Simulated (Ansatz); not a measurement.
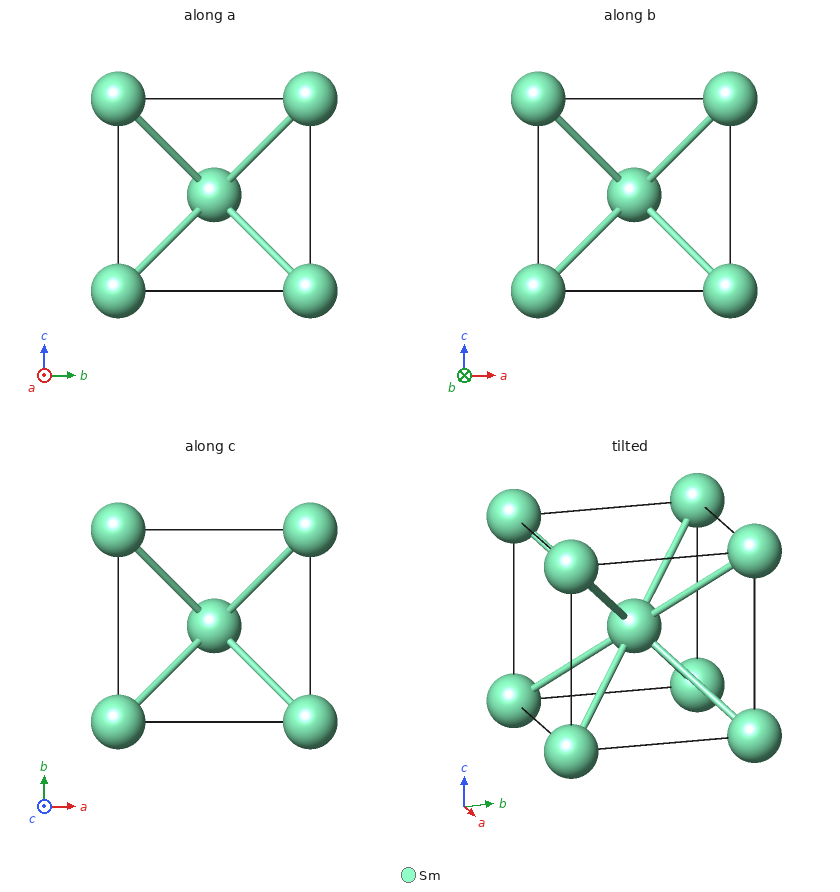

Crystal structure, ball-and-stick style, seen along the a axis, along the b axis, along the c axis and slightly off an axis. The lines enclose the conventional unit cell; boundary atoms appear with their images.

Lattice parameters: a = 4.3860 Å, b = 4.3860 Å, c = 4.3860 Å, α = 90.000°, β = 90.000°, γ = 90.000°.

**Express the structure as a CIF in P1 with every atom of the cell.**

```cif
data_structure
_symmetry_space_group_name_H-M 'P 1'
_symmetry_Int_Tables_number 1
_cell_length_a 4.3860
_cell_length_b 4.3860
_cell_length_c 4.3860
_cell_angle_alpha 90.000
_cell_angle_beta 90.000
_cell_angle_gamma 90.000
_cell_volume 84.37
loop_
_atom_site_label
_atom_site_type_symbol
_atom_site_fract_x
_atom_site_fract_y
_atom_site_fract_z
_atom_site_occupancy
Sm1 Sm 0.0000 0.0000 0.0000 1
Sm2 Sm 0.5000 0.5000 0.5000 1
```

Its origin is a structure type filled with this element by a generator (whether the element takes this form wasn't checked). The cell was then strained or its atoms displaced on purpose. It was set up as input for a calculation with Ansatz.
